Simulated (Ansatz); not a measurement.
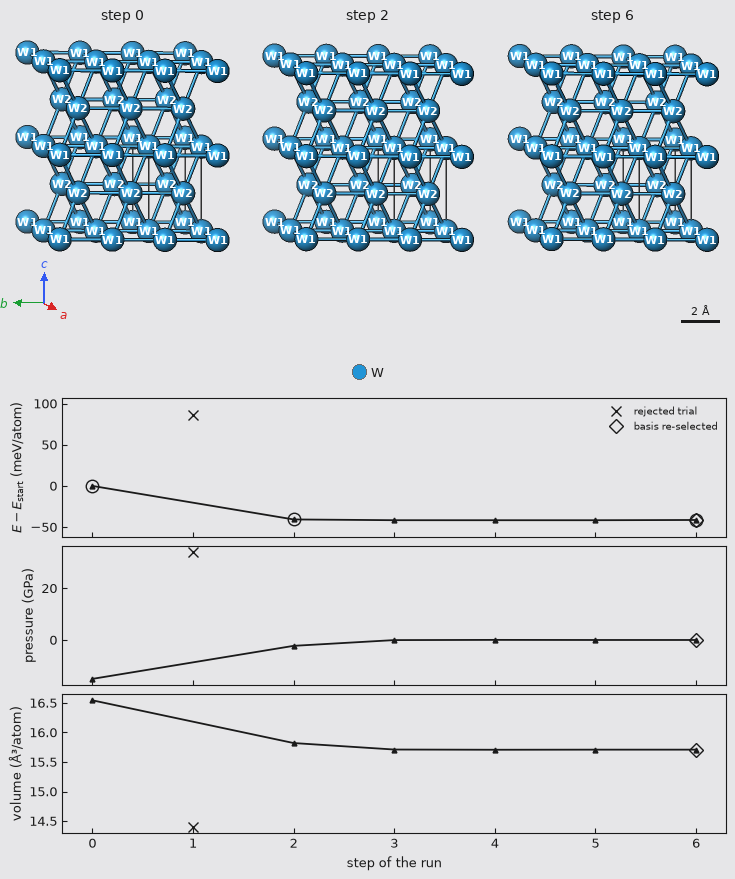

Frames of a relaxation of solid W (set up in Im-3m), marked on the history of the run. A ball-and-stick model of the reduced cell, repeated 2 × 3 × 2 with one cell outlined, seen slightly off an axis. Lengths and directions refer to the drawn axes.

The start is a measured structure.

Level of theory: DFT, PAW plane waves, PBEsol, spin-orbit in Ansatz.

Input
```yaml
crystal:
  lattice:
    - [0.0, 3.21039908, 0.0]
    - [1.60519954, -1.60519954, 1.60519954]
    - [-3.21039908, 0.0, 3.21039908]
  atoms:
    - { symbol: W, position: [0.0, 0.0, 0.0], spin: 1, spin_axis: [-0.70711, 0.0, 0.70711] }
    - { symbol: W, position: [0.5, 0.0, 0.5], spin: 1, spin_axis: [-0.70711, 0.0, 0.70711] }
  symmetry: { tolerance: 0.0003 }
kpoints:
  mp_grid: { grid: [8, 8, 4], shift: [0, 0, 0] }
magnetization:
  noncollinear: true
  spin_orbit: true
scf:
  occupations: { method: fermi_dirac }
  lower_state_search: "off"
hamiltonian:
  pseudopotentials: { kind: paw_fr }
  xc: pbesol
basis:
  ecutwfc: 420
  fft_grid_basis: typed
relax:
  max_steps: 80
  cell: { p_target: 0.0 }
  f_tol: 0.03
output:
  forces: true
  stress: true
  eigenvalues: true
  bader: true
  populations: true
  elf: true
  write_potential: true
  volumetric_format: npy
  dos:
    e_range: [-12, 8]
    de: 0.05
    projected: { site_lists: { W: [W] } }
    method: { smearing: { sigma: 0.1, scheme: gaussian } }
checkpoint:
  read: saved_state
```

Launched with:
```bash
ansatz run input.yaml --threads 2 --pin off --max-ram 3584MiB --backend cpu --events-out ev --progress --plain --runs-dir out
```

Question: What happens along the run?

Answer: No atom moves by more than 0.005 Å relative to the cell. The drawn cell changes as follows: a = b 2.780 → 2.738 Å (−1.5 %), c 4.540 → 4.445 Å (−2.1 %); the volume changes by −5.1 %. Among the contacts that change: W1–W2 3.210 → 3.152 Å, W1–W2 (another image) 2.780 → 2.728 Å, W1–W1 3.210 → 3.162 Å, W1–W1 (another image) 2.780 → 2.738 Å. The space group (tolerance 0.01 Å) goes from Im-3m (No. 229) to Fmmm (No. 69). The energy falls by 41.4 meV per atom in 4 accepted moves (6 points after the start). All forces vanish by symmetry, so only the cell relaxes. The pressure goes from −15.04 to 0.00 GPa. The line search rejected the trial step at point 1 of the run. At 1 point the geometry stayed and the basis and grid were re-selected for the new cell (energy shift of 0.3 meV per atom at most each time). The program noted that the starting moments weren't kept. The run took 110 s on 2 threads of Arm Neoverse V1, with other jobs on the host, peak memory 0.49 GiB. From step 0 to 2: volume −4.4 %, energy −40.7 meV per atom. From step 2 to 6: volume −0.7 %, energy −0.6 meV per atom.
